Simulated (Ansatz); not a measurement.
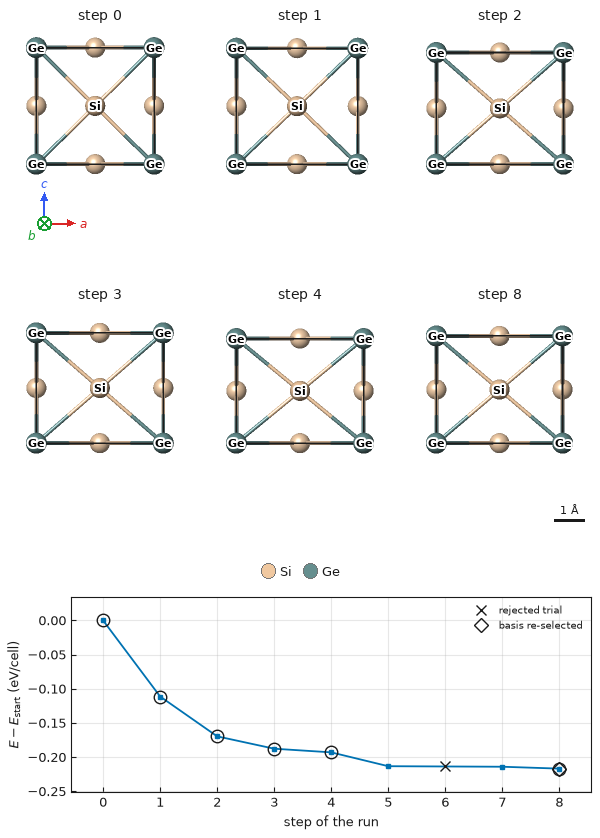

Frames of a relaxation of crystalline Si3Ge (a generated structure, set up in P4/mmm) (coarse preliminary run), marked on the history of the run. The picture is a ball-and-stick view of the cell of the calculation, seen along the b axis.

The calculation used DFT PBE, scalar-relativistic, plane waves, PAW (Ansatz 0.2.0).

Input file:
```yaml
crystal:
  lattice:
    - [3.95037667, 0.0, 0.0]
    - [0.0, 3.95037667, 0.0]
    - [0.0, 0.0, 3.9097722]
  atoms:
    - { symbol: Si, position: [0.0, 0.5, 0.5] }
    - { symbol: Si, position: [0.5, 0.0, 0.5] }
    - { symbol: Si, position: [0.5, 0.5, 0.0] }
    - { symbol: Ge, position: [0.0, 0.0, 0.0] }
basis:
  ecutwfc: 420
kpoints:
  mp_grid: { grid: [4, 4, 4] }
hamiltonian:
  xc: pbe
scf:
  occupations: { method: gaussian, width: 0.1 }
  lower_state_search: "off"
output:
  forces: true
  stress: true
  eigenvalues: true
relax:
  adjacent_minimum: "off"
  f_tol: 0.04
  max_steps: 70
  cell: { stress_tol: 0.4 }
```

Command:
```bash
ansatz run input.yaml --threads 1 --pin off --max-ram 2560MiB --backend cpu --events-out ev --progress --plain --runs-dir out
```

### Describe the path.

Over 6 accepted moves (8 points after the start) the energy falls by 0.217 eV per cell of the calculation. All forces vanish by symmetry, so only the cell relaxes. The pressure goes from 5.15 to −0.02 GPa. The line search rejected the trial step at point 6 of the run. The SCF was repeated once at an unchanged geometry on a basis and grid sized afresh for the cell, which shifted the energy by 2.8 meV per cell of the calculation at most. The atoms keep their places relative to the cell (all moves are under 0.005 Å). The drawn cell changes as follows: a = b 3.950 → 4.235 Å (+7.2 %), c 3.910 → 3.599 Å (−8.0 %); the volume changes by +5.8 %. Near-neighbour distances that change, for instance: Si3–Ge4 2.793 → 2.995 Å. Among the angles between lasting bonds that change: Ge4–Si1–Ge4 89.4° → 80.7°, Ge4–Si1–Ge4 90.6° → 99.3°. The space group stays P4/mmm (No. 123). From step 0 to 1: volume +5.9 %, energy −0.111 eV per cell of the calculation. From step 1 to 2: volume +5.6 %, energy −58.3 meV per cell of the calculation. From step 2 to 3: volume −1.6 %, energy −18.1 meV per cell of the calculation. From step 3 to 4: volume −4.6 %, energy −5.3 meV per cell of the calculation. From step 4 to 8: volume +0.8 %, energy −23.8 meV per cell of the calculation.

Limits of the set-up: the k-point mesh is coarse for a cell with partly filled bands.
